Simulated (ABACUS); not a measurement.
## TiAl: 7 runs along one coordinate

System: TiAl (Pm-3m, 2 atoms in the cell).
Method: Kohn-Sham DFT of a periodic cell, PBE, PseudoDojo NC SR 0.4.1 PBE standard, no spin polarisation (ABACUS 3.10.1).

The 7 runs differ only in the geometry, by an even scaling of the cell at fixed fractional positions. The structure derives from a Materials Project entry.

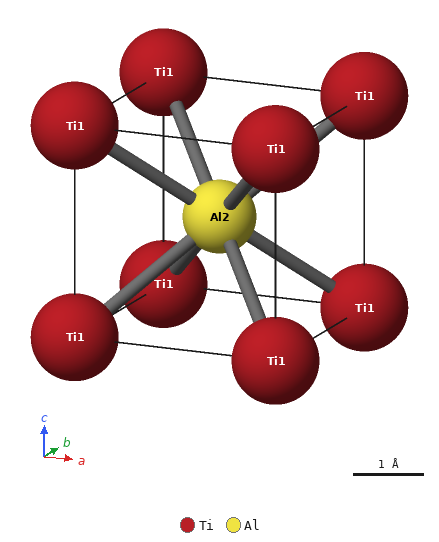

Figure 1. The structure of run 4 (ball-and-stick view of the cell of the calculation, seen slightly off an axis; atoms are numbered from 1 in the order of the input).

### Input of run 4
```
INPUT_PARAMETERS
suffix              TiAl
calculation         scf
basis_type          lcao
pseudo_dir          ./
orbital_dir         ./
symmetry            1
dft_functional      pbe
ecutwfc             100
pseudo_rcut         10
nspin               1
nbands              12
ks_solver           genelpa
smearing_method     fd
smearing_sigma      0.00367493
scf_thr             1e-07
scf_nmax            100
mixing_type         broyden
mixing_beta         0.7
cal_force           1
cal_stress          1
out_mul             1
out_chg             1
out_pot             2
out_elf             1
```

### File STRU of run 4
```
ATOMIC_SPECIES
Ti 47.8670 Ti.upf
Al 26.9815 Al.upf

NUMERICAL_ORBITAL
Ti_confined-atom_7au_4s3p3d1f.orb
Al_confined-atom_8au_3s3p2d1f.orb

LATTICE_CONSTANT
1.8897261246

LATTICE_VECTORS
3.1790640000 0.0000000000 0.0000000000
0.0000000000 3.1790640000 0.0000000000
0.0000000000 0.0000000000 3.1790640000

ATOMIC_POSITIONS
Direct

Ti
0.0
1
0.0000000000 0.0000000000 0.0000000000 1 1 1

Al
0.0
1
0.5000000000 0.5000000000 0.5000000000 1 1 1
```

### File KPT of run 4
```
K_POINTS
0
Gamma
8 8 8 0 0 0
```

Command:
```bash
OMP_NUM_THREADS=1 mpirun -np 4 abacus > log
```

Run 2 differs from it as follows:
```diff
-out_chg             1
-out_pot             2
-out_elf             1
-3.1790640000 0.0000000000 0.0000000000
-0.0000000000 3.1790640000 0.0000000000
-0.0000000000 0.0000000000 3.1790640000
+3.1360984087 0.0000000000 0.0000000000
+0.0000000000 3.1360984087 0.0000000000
+0.0000000000 0.0000000000 3.1360984087
```

### Results, with one run withheld

| run | volume per atom (Å³) | free energy per atom, from the lowest run given (meV) | pressure (GPa) |
| --- | --- | --- | --- |
| 1 | 15.101 | 29.51 | 9.13 |
| 2 | 15.422 | ? | ? |
| 3 | 15.743 | 4.55 | 3.50 |
| 4 | 16.065 | 0.00 | 1.08 |
| 5 | 16.386 | 0.07 | −1.11 |
| 6 | 16.707 | 4.38 | −3.13 |
| 7 | 17.028 | 12.46 | −4.93 |

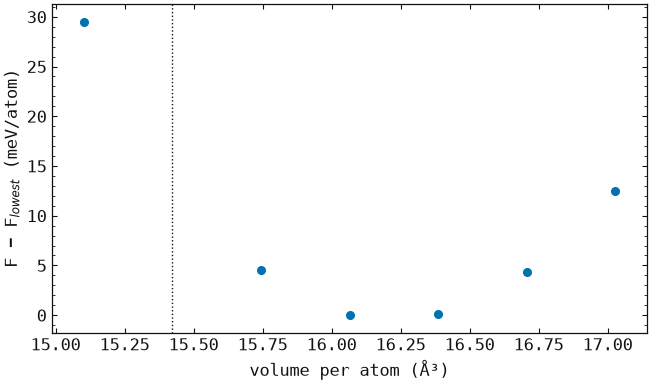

Figure 2. Free energy per atom of the runs given; the dotted line marks run 2.

What should run 2 give?

A cubic polynomial in V^(−2/3) (the Birch–Murnaghan form), fitted to the 6 runs given, misses them by at most 0.01 meV per atom. With x = V^(−2/3) − 0.15651 Å⁻², it reads F = −0.41691 + 449.09 x + 5.201e+05 x² − 88764 x³ (meV per atom). At run 2 it gives 14.21 meV per atom, and the run itself gives 14.23. The slope of the fit gives a pressure −dF/dV of 6.18 GPa there, and the run prints 6.18 GPa. The fit has its minimum at 16.218 Å³ per atom, where V d²F/dV² gives 111 GPa: the bulk modulus at this level, since symmetry fixes the shape and the positions.

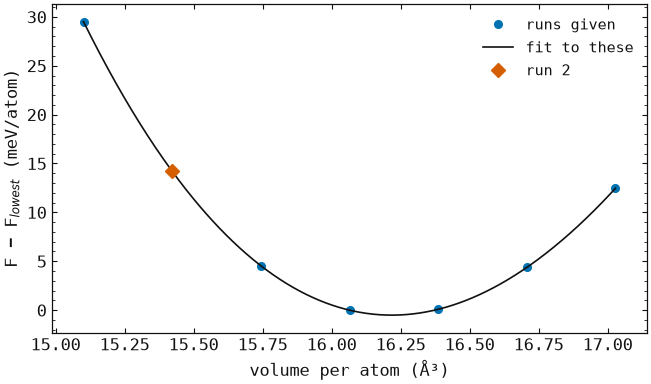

Figure 3. The fit and the withheld run.

### Some lines of the output (run 2)
```
[...]
                             Volume (A^3) = 30.8438
 E_Fermi        0.9035558746         12.2935083562
 E_Fermi        0.8619865970         11.7279293185
 E_Fermi        0.8937206176         12.1596928192
 E_Fermi        0.8824333762         12.0061220212
 E_Fermi        0.8833926553         12.0191736839
 E_Fermi        0.8834235364         12.0195938423
 E_Fermi        0.8834155330         12.0194849511
 E_KS(sigma->0) -123.3791756563      -1678.6598034690
 E_Fermi        0.8834150243         12.0194780288
 final etot is -1678.670656 eV
 EFERMI = 12.019478029 eV
 TOTAL-PRESSURE: 61.830038 KBAR
 !FINAL_ETOT_IS -1678.6706559866106545 eV
```

Notes: Points of doubt noted for this run: home made orbitals.
